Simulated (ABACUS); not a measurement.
Run report: GaP, geometry relaxation (part 1 of 2)

System: GaP (F-43m, 2 atoms in the cell).
Method: Kohn-Sham DFT of a periodic cell, TM, SG15 ONCV 1.2 PBE, no spin polarisation (ABACUS 3.10.1).

The structure derives from an entry of the Crystallography Open Database.

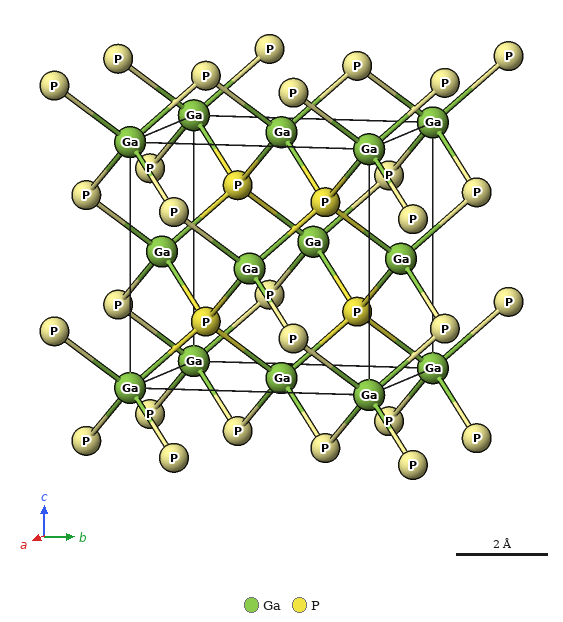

The starting structure (ball-and-stick view of the cell 4 times as large as that of the calculation, set on its symmetry axes, seen slightly off an axis; neighbours outside the cell are drawn fainter). Near neighbours in the crystal (not all of them lie inside the picture): Ga has 4 P at 2.36 Å; P has 4 Ga at 2.36 Å.

Input file:
```
INPUT_PARAMETERS
suffix              GaP
calculation         cell-relax
basis_type          pw
pseudo_dir          ./
latname             fcc
symmetry            1
dft_functional      MGGA_X_TM+MGGA_C_TM
ecutwfc             94
pseudo_rcut         7
nspin               1
nbands              13
ks_solver           dav
smearing_method     fd
smearing_sigma      0.00367493
scf_thr             1e-08
scf_nmax            100
mixing_type         broyden
mixing_beta         0.7
cal_force           1
cal_stress          1
mixing_tau          1
relax_nmax          60
force_thr_ev        0.005
relax_method        cg
out_stru            1
stress_thr          0.5
kpar                4
```

File STRU:
```
ATOMIC_SPECIES
Ga 69.7230 Ga_ONCV_PBE-1.2.upf
P 30.9738 P_ONCV_PBE-1.2.upf

LATTICE_CONSTANT
10.2999522423

ATOMIC_POSITIONS
Direct

Ga
0.0
1
0.0000000000 0.0000000000 0.0000000000 1 1 1

P
0.0
1
0.2500000000 0.2500000000 0.2500000000 1 1 1
```

File KPT:
```
K_POINTS
0
Gamma
5 5 5 0 0 0
```

Hardware: 4 threads of Intel Xeon (Granite Rapids), 12 GiB of memory available, shared host.

Launched with:
```bash
OMP_NUM_THREADS=1 mpirun -np 4 abacus > log
```

Log:
```
ABACUS v3.10.1

               Atomic-orbital Based Ab-initio Computation at UStc

 ------------------------------------------------------------------------------------

 READING GENERAL INFORMATION
                           global_out_dir = OUT.GaP/
                           global_in_card = INPUT
                               pseudo_dir = ./
                              orbital_dir =
                                    DSIZE = 4
                                    GSIZE = 1

 READING UNITCELL INFORMATION
                                    ntype = 2
                  lattice constant (Bohr) = 10.3
              lattice constant (Angstrom) = 5.4505

 READING ATOM TYPE 1
                               atom label = Ga
                      L=0, number of zeta = 1
                      L=1, number of zeta = 1
                      L=2, number of zeta = 1
             number of atom for this type = 1

 READING ATOM TYPE 2
                               atom label = P
                      L=0, number of zeta = 1
                      L=1, number of zeta = 1
                      L=2, number of zeta = 1
             number of atom for this type = 1

                        TOTAL ATOM NUMBER = 2
DIRECT COORDINATES
    atom                   x                   y                   z     mag                  vx                  vy                  vz
taud_Ga1            0.0000000000        0.0000000000        0.0000000000  0.0000        0.0000000000        0.0000000000        0.0000000000
taud_P1            0.2500000000        0.2500000000        0.2500000000  0.0000        0.0000000000        0.0000000000        0.0000000000

                          Volume (Bohr^3) = 273.178
                             Volume (A^3) = 40.4807

 Lattice vectors: (Cartesian coordinate: in unit of a_0)
                 -0.5                  +0                +0.5
                   +0                +0.5                +0.5
                 -0.5                +0.5                  +0
 Reciprocal vectors: (Cartesian coordinate: in unit of 2 pi/a_0)
                   -1                  -1                  +1
                   +1                  +1                  +1
                   -1                  +1                  -1
 The esolver type has been set to : ksdft_pw

                PAO radial cut off (Bohr) = 7

 Read in pseudopotential file is Ga_ONCV_PBE-1.2.upf
                     pseudopotential type = NC
          exchange-correlation functional = PBE
                 nonlocal core correction = 0
                        valence electrons = 13
                                     lmax = 2
                           number of zeta = 0
                     number of projectors = 6
                           L of projector = 0
                           L of projector = 0
                           L of projector = 1
                           L of projector = 1
                           L of projector = 2
                           L of projector = 2
 XC functional updated to : MGGA_X_TM+MGGA_C_TM
          exchange-correlation functional = MGGA_X_TM+MGGA_C_TM
                PAO radial cut off (Bohr) = 7

 Read in pseudopotential file is P_ONCV_PBE-1.2.upf
                     pseudopotential type = NC
          exchange-correlation functional = PBE
                 nonlocal core correction = 0
                        valence electrons = 5
                                     lmax = 1
                           number of zeta = 0
                     number of projectors = 4
                           L of projector = 0
                           L of projector = 0
                           L of projector = 1
                           L of projector = 1
 XC functional updated to : MGGA_X_TM+MGGA_C_TM
          exchange-correlation functional = MGGA_X_TM+MGGA_C_TM
     initial pseudo atomic orbital number = 0

 SETUP THE ELECTRONS NUMBER
            electron number of element Ga = 13
      total electron number of element Ga = 13
             electron number of element P = 5
       total electron number of element P = 5
            AUTOSET number of electrons:  = 18
                           occupied bands = 9
                                   NBANDS = 13
                                   NLOCAL = 18

%%%%%%%%%%%%%%%%%%%%%%%%%%%%%%%%%%%%%%%%%%%%%%%%%%%%%%%%%%%%%%%%%%%%%%%%%%%%%%%%%%%%%%%%%%%%%%%%%%%%%%%%%%
 Warning: the number of valence electrons in pseudopotential > 3 for Ga: [Ar] 3d10 4s2 4p1
 Pseudopotentials with additional electrons can yield (more) accurate outcomes, but may be less efficient.
 If you're confident that your chosen pseudopotential is appropriate, you can safely ignore this warning.
%%%%%%%%%%%%%%%%%%%%%%%%%%%%%%%%%%%%%%%%%%%%%%%%%%%%%%%%%%%%%%%%%%%%%%%%%%%%%%%%%%%%%%%%%%%%%%%%%%%%%%%%%%

 SETUP THE PLANE WAVE BASIS
 energy cutoff for charge/potential (unit:Ry) = 376
            fft grid for charge/potential = [ 45, 45, 45 ]
                        fft grid division = [ 1, 1, 1 ]
        big fft grid for charge/potential = [ 45, 45, 45 ]
                                     nbxx = 91125
                                     nrxx = 91125

 SETUP PLANE WAVES FOR CHARGE/POTENTIAL
                    number of plane waves = 33487
                         number of sticks = 1369

 PARALLEL PW FOR CHARGE/POTENTIAL
     PROC   COLUMNS(POT)             PW
        1           1369          33487
 --------------- sum -------------------
        1           1369          33487
                            number of |g| = 338
                                  max |g| = 1004
                                  min |g| = 0

----------- Double Check Mixing Parameters Begin ------------
mixing_type: broyden
mixing_beta: 0.7
mixing_gg0: 1
mixing_gg0_min: 0.1
mixing_ndim: 8
----------- Double Check Mixing Parameters End ------------

 LATTICE VECTORS: (CARTESIAN COORDINATE: IN UNIT OF A0)
                 -0.5                  +0                +0.5
                   +0                +0.5                +0.5
                 -0.5                +0.5                  +0
                       right hand lattice = 1
                                   NORM_A = 0.707107
                                   NORM_B = 0.707107
                                   NORM_C = 0.707107
                           ALPHA (DEGREE) = 60
                           BETA  (DEGREE) = 60
                           GAMMA (DEGREE) = 60

 The lattice vectors have been changed (STRU_SIMPLE.cif)

(for optimal symmetric configuration:)
                             BRAVAIS TYPE = 3
                     BRAVAIS LATTICE NAME = 03. Cubic F (face-centered)
                                    ibrav = 3
                                    IBRAV = 3
                                  BRAVAIS = FACE CENTERED CUBIC
                       LATTICE CONSTANT A = 1
Original cell was already a primitive cell.
                        ROTATION MATRICES = 48
              PURE POINT GROUP OPERATIONS = 24
                   SPACE GROUP OPERATIONS = 24
                                       C2 = 3
                                       C3 = 8
                                       C4 = 0
                                       C6 = 0
                                       S1 = 6
                                       S3 = 0
                                       S4 = 6
                                       S6 = 0
                              POINT GROUP = T_d
                                       C2 = 3
                                       C3 = 8
                                       C4 = 0
                                       C6 = 0
                                       S1 = 6
                                       S3 = 0
                                       S4 = 6
                                       S6 = 0
               POINT GROUP IN SPACE GROUP = T_d

 SETUP K-POINTS
                                    nspin = 1
                   Input type of k points = Monkhorst-Pack(Gamma)
                                   nkstot = 125
                       right hand lattice = 1
(for reciprocal lattice: )
                             BRAVAIS TYPE = 2
                     BRAVAIS LATTICE NAME = 02. Cubic I (body-centered)
                                    ibrav = 2
                       right hand lattice = 1
(for k-lattice: )
                             BRAVAIS TYPE = 2
                     BRAVAIS LATTICE NAME = 02. Cubic I (body-centered)
                                    ibrav = 2
                       right hand lattice = 1
                        ROTATION MATRICES = 48
                               nkstot_ibz = 10
K-POINTS REDUCTION ACCORDING TO SYMMETRY
     IBZ    DIRECT_X    DIRECT_Y    DIRECT_Z  WEIGHT  ibz2bz
       1  0.00000000  0.00000000  0.00000000  0.0080       0
       2  0.20000000  0.20000000  0.20000000  0.0640       1
       3  0.40000000  0.40000000  0.40000000  0.0640       2
       4  0.20000000  0.20000000  0.00000000  0.0480       6
       5  0.40000000  0.40000000  0.20000000  0.1920       7
       6 -0.40000000  0.40000000  0.40000000  0.1920       8
       7  0.40000000  0.20000000  0.20000000  0.0960       9
       8  0.40000000  0.40000000  0.00000000  0.0480      12
       9 -0.20000000  0.40000000  0.40000000  0.0960      13
      10 -0.40000000  0.40000000  0.20000000  0.1920      38

                               nkstot now = 10
[... K-POINTS DIRECT COORDINATES: 10 rows ...]

           k-point number in this process = 3
       minimum distributed K point number = 2
[... stars of the k points ...]

[... K-POINTS CARTESIAN COORDINATES: 3 rows ...]

[... K-POINTS DIRECT COORDINATES: 3 rows ...]

 SETUP PLANE WAVES FOR WAVE FUNCTIONS
     energy cutoff for wavefunc (unit:Ry) = 94
              fft grid for wave functions = [ 45, 45, 45 ]
                    number of plane waves = 4813
                         number of sticks = 379

 PARALLEL PW FOR WAVE FUNCTIONS
     PROC   COLUMNS(POT)             PW
        1            379           4813
 --------------- sum -------------------
        1            379           4813

 SETUP NONLOCAL PSEUDOPOTENTIALS IN PLANE WAVE BASIS
 Ga non-local projectors:
 projector 1 L=0
 projector 2 L=0
 projector 3 L=1
 projector 4 L=1
 projector 5 L=2
 projector 6 L=2
 P non-local projectors:
 projector 1 L=0
 projector 2 L=0
 projector 3 L=1
 projector 4 L=1
      TOTAL NUMBER OF NONLOCAL PROJECTORS = 26

 Init Non-Local PseudoPotential table :
 Init Non-Local-Pseudopotential done.

                                     npwx = 4279

 -------------------------------------------
 STEP OF RELAXATION : 1
 -------------------------------------------
                                 init_chg = atomic

 PW ALGORITHM --------------- ION=   1  ELEC=   1--------------------------------
 Notice: Threshold on eigenvalues was too large.
 hsover_error=0.18 > DRHO=0.110124
 Origin diag ethr = 0.01
 New diag ethr = 0.000611799

 Density error is 0.103643456958
                          Error Threshold = 0.00061179884607
----------------------------------------------------------
     Energy           Rydberg                 eV
----------------------------------------------------------
 E_KohnSham     -144.0970671787      -1960.5411787197
 E_Harris       -145.5552574754      -1980.3808755223
 E_Fermi        0.6068773875         8.2569904574
----------------------------------------------------------

 PW ALGORITHM --------------- ION=   1  ELEC=   2--------------------------------

 Density error is 0.0135745185282
                          Error Threshold = 0.000575796983098
----------------------------------------------------------
     Energy           Rydberg                 eV
----------------------------------------------------------
 E_KohnSham     -144.1786253379      -1961.6508344027
 E_Harris       -143.1563915068      -1947.7426296108
 E_Fermi        0.6175109545         8.4016675593
----------------------------------------------------------

 PW ALGORITHM --------------- ION=   1  ELEC=   3--------------------------------

 Density error is 0.0010012923791
                          Error Threshold = 7.54139918233e-05
----------------------------------------------------------
     Energy           Rydberg                 eV
----------------------------------------------------------
 E_KohnSham     -144.1895196848      -1961.7990595958
 E_Harris       -144.1135732605      -1960.7657554834
 E_Fermi        0.6157637167         8.3778951688
----------------------------------------------------------

 PW ALGORITHM --------------- ION=   1  ELEC=   4--------------------------------

 Density error is 5.52545856425e-05
                          Error Threshold = 5.56273543944e-06
----------------------------------------------------------
     Energy           Rydberg                 eV
----------------------------------------------------------
 E_KohnSham     -144.1897288174      -1961.8019049917
 E_Harris       -144.2303471791      -1962.3545461544
 E_Fermi        0.6155193720         8.3745706886
----------------------------------------------------------

 PW ALGORITHM --------------- ION=   1  ELEC=   5--------------------------------
```
